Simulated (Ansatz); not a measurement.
## Al2Cu: 5 runs along one coordinate

System: Al2Cu (Pm, 3 atoms in the cell).
Method: DFT PBE, scalar-relativistic, plane waves, PAW, PAW set soft_1, no spin polarisation (Ansatz 0.2.0).

The 5 runs differ only in the geometry, by a shift of atoms along one path in a fixed cell. The shift s is measured from run 3: Al2 moves along the Cartesian direction (0.96, −0.28, 0.00), and Al1 and Cu3 with it in fixed proportion. The structure derives from a Materials Project entry.

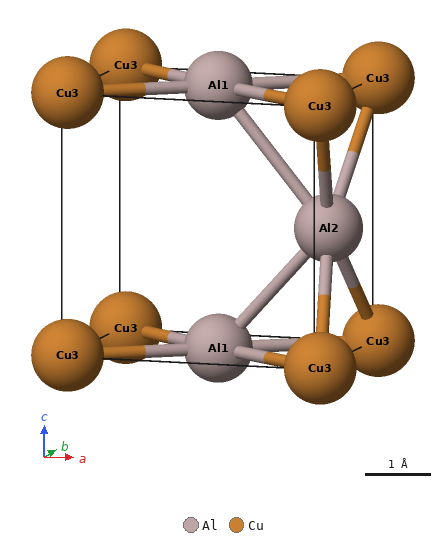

Figure 1. The structure of run 3 (ball-and-stick view of the cell of the calculation, set on other vectors, seen slightly off an axis; atoms are numbered from 1 in the order of the input).

**Input of run 3**
```yaml
crystal:
  lattice:
    - [4.1211626268, 0.0, 0.0]
    - [0.0, 4.1211626268, 0.0]
    - [0.0, 0.0, 2.8847334069]
  atoms:
    - { symbol: Al, position: [0.5045231003, 0.0039076392, 0.5] }
    - { symbol: Al, position: [-0.0592065934, 0.4827718519, 0.5] }
    - { symbol: Cu, position: [0.023218531, 0.0056558685, 0.0] }
basis:
  ecutwfc: 520.0
kpoints:
  mp_grid: { grid: [10, 10, 14] }
hamiltonian:
  xc: pbe
  pseudopotentials: { kind: paw, azcp: { folder: soft_1 } }
scf:
  occupations: { method: gaussian, width: 0.15 }
output:
  forces: true
  stress: true
  eigenvalues: true
```

Command:
```bash
ansatz run input.yaml --threads 2 --pin off --max-ram 4096MiB --backend cpu --events-out ev --progress --plain --runs-dir out
```

Run 2 differs from it as follows:
```diff
-    - { symbol: Al, position: [0.5045231003, 0.0039076392, 0.5] }
-    - { symbol: Al, position: [-0.0592065934, 0.4827718519, 0.5] }
-    - { symbol: Cu, position: [0.023218531, 0.0056558685, 0.0] }
+    - { symbol: Al, position: [0.5067846504, 0.0019538196, 0.5] }
+    - { symbol: Al, position: [-0.0888098901, 0.491385926, 0.5] }
+    - { symbol: Cu, position: [0.0348277965, 0.0028279343, 0.0] }
```

**Results, with one run withheld**

```tsv
run	shift s of Al2 (Å)	free energy per atom, from the lowest run given (meV)	pressure (GPa)	force along the path (eV/Å)
1	−0.2541	87.17	3.33	1.620
2	−0.1271	?	?	?
3	0.0000	4.59	1.20	0.375
4	0.1271	0.00	1.12	−0.147
5	0.2541	16.27	1.65	−0.615
```

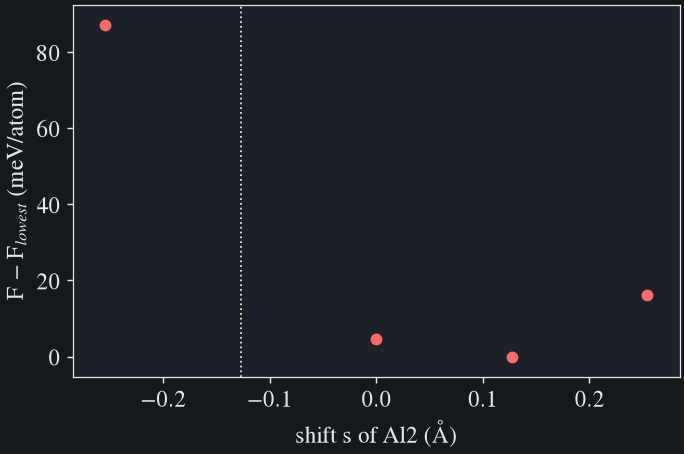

Figure 2. Free energy per atom of the runs given; the dotted line marks run 2.

Estimate the energy of run 2 from the others.

A quadratic polynomial in the coordinate, fitted to the 4 runs given, misses them by at most 0.79 meV per atom. With x = s − 0.0318, it reads F = 1.4976 − 92.798 x + 722.34 x² (meV per atom). At run 2 it gives 34.48 meV per atom, and the run itself gives 32.72. The slope of the fit gives a force −dF/ds of 0.967 eV/Å along the path (summed over the atoms that move), and the printed forces give 0.964 eV/Å. The fit has its minimum at s = 0.0960 Å. So low a polynomial doesn't follow these energies more closely.

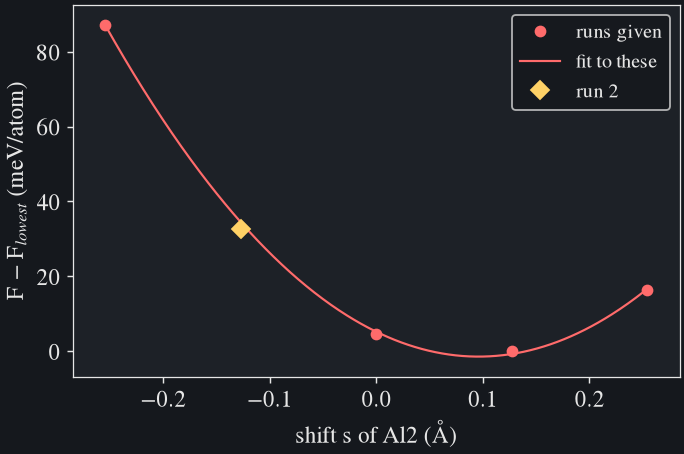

Figure 3. The fit and the withheld run.

**Output, shortened to warnings, some set-up lines, iterations and results (run 2)**
```
Basis set: ecut = 520 eV, 1339 PW (Γ), exchange–correlation on 64×64×48 points (8 copies of the dense FFT grid, shifted against one another)
Symmetry: 2 space group operations
k-points: 416 of 1400 (time reversal used)
Initial density: superposition of atomic densities (chi_scale 0.1, normalization cell, long waves kept (reshape's long-wave potential 0.00 eV rms))
[...]
SCF iter   1: F=—  HF=-7703.280481 eV  |F-HF|=—  |Δ(HF+E_count)|=         —  Δρ=3.06e-1  dr2=3.33e1  ethr=3.10e-3  ⟨swp⟩=5.1  Hψ=34019  notcnv=0
SCF iter   2: F=—  HF=-7700.817217 eV  |F-HF|=—  |Δ(HF+E_count)|=    2.46e0  Δρ=1.14e-1  dr2=5.54e0  ethr=3.10e-3  ⟨swp⟩=2.0  Hψ=17251  notcnv=0  defer=36
SCF iter   3: F=—  HF=-7700.243311 eV  |F-HF|=—  |Δ(HF+E_count)|=   5.74e-1  Δρ=5.12e-2  dr2=1.27e0  ethr=3.10e-3  ⟨swp⟩=2.0  Hψ=12098  notcnv=0  defer=83
SCF iter   4: F=—  HF=-7700.104844 eV  |F-HF|=—  |Δ(HF+E_count)|=   1.38e-1  Δρ=1.47e-2  dr2=1.52e-1  ethr=3.10e-3  ⟨swp⟩=2.4  Hψ=10091  notcnv=0  defer=83
SCF iter   5: F=—  HF=-7700.084158 eV  |F-HF|=—  |Δ(HF+E_count)|=   2.07e-2  Δρ=1.29e-3  dr2=6.52e-4  ethr=6.07e-4  ⟨swp⟩=2.8  Hψ=14190  notcnv=0  defer=86
SCF iter   6: F=—  HF=-7700.084638 eV  |F-HF|=—  |Δ(HF+E_count)|=   4.80e-4  Δρ=5.20e-4  dr2=2.27e-4  ethr=2.61e-6  ⟨swp⟩=2.0  Hψ=12249  notcnv=0  defer=86
SCF iter   7: F=—  HF=-7700.084586 eV  |F-HF|=—  |Δ(HF+E_count)|=   5.24e-5  Δρ=1.40e-4  dr2=1.24e-5  ethr=9.06e-7  ⟨swp⟩=2.1  Hψ=10422  notcnv=0  defer=86
SCF iter   8: F=—  HF=-7700.084574 eV  |F-HF|=—  |Δ(HF+E_count)|=   1.18e-5  Δρ=4.47e-5  dr2=1.49e-6  ethr=4.94e-8  ⟨swp⟩=2.5  Hψ=11401  notcnv=0  defer=86
SCF iter   9: F=—  HF=-7700.084574 eV  |F-HF|=—  |Δ(HF+E_count)|=   2.41e-7  Δρ=1.57e-5  dr2=1.84e-7  ethr=5.94e-9  ⟨swp⟩=2.2  Hψ=9002  notcnv=0  defer=86
SCF iter  10: F=-7700.084574 eV  HF=-7700.084574 eV  |F-HF|=1.96e-8  |Δ(HF+E_count)|=   4.94e-9  Δρ=3.59e-6  dr2=7.10e-9  ethr=4.00e-10  ⟨swp⟩=5.2  Hψ=25665  notcnv=0
SCF 1 converged in 10 iterations: F = -7700.084574 eV  dr2 = 7.10e-9
SCF converged after 10 iterations
Free energy (F): -7700.084574 eV
Harris-Foulkes:  -7700.084574 eV  (|F-HF|=1.96e-8)
Internal energy: -7700.072300 eV  (E = F + TS)
E sigma→0 (E₀):  -7700.078437 eV
Entropy (-TS):   -0.012274 eV (-4.091 meV/atom)
Fermi energy:    9.075082 eV
--- Per-component energies (eV) ---
  E_band       = -500.400879
  E_kinetic    = 307.374663
  E_local      = -6632.436266  (includes V_loc(G=0)·N_el)
  E_nonlocal   = 905.718935
  E_hartree    = 2905.434331
  E_xc         = -144.616886
  E_vxc        = -147.757403  (∫ρ·V_xc dr)
  E_paw        = -2751.402141  (= ΣΔE_a)
  E_vpaw       = -744.176694  (= ΣTr[D̂ρ^β])
  E_aug_tail   = 0.000356  (compensation charges beyond the density's cutoff)
  E_ewald      = -2290.145292
  E_smearing   = -0.012274  (= −TS)
  E_closure    = -0.000000  (closes the sum)
  Σ components = -7700.084574   (vs F -7700.084574, Δ=0.00e0)
--- Forces (eV/Å), atoms counted from 1 ---
  atom   1  Al    -0.13743505    -0.17143960     0.00000000
  atom   2  Al     0.86438729     0.41767780     0.00000000
  atom   3  Cu    -0.72695914    -0.24623139     0.00000000
  max |Σ_I F_I| component: 6.90e-6 eV/Å
--- Stress (GPa, compression-positive) ---
        4.026777       0.559514       0.000000
        0.559514       1.941527       0.000000
        0.000000       0.000000      -0.209974
  P = ⅓ Tr σ = 1.9194 GPa (19.194 kbar)
```
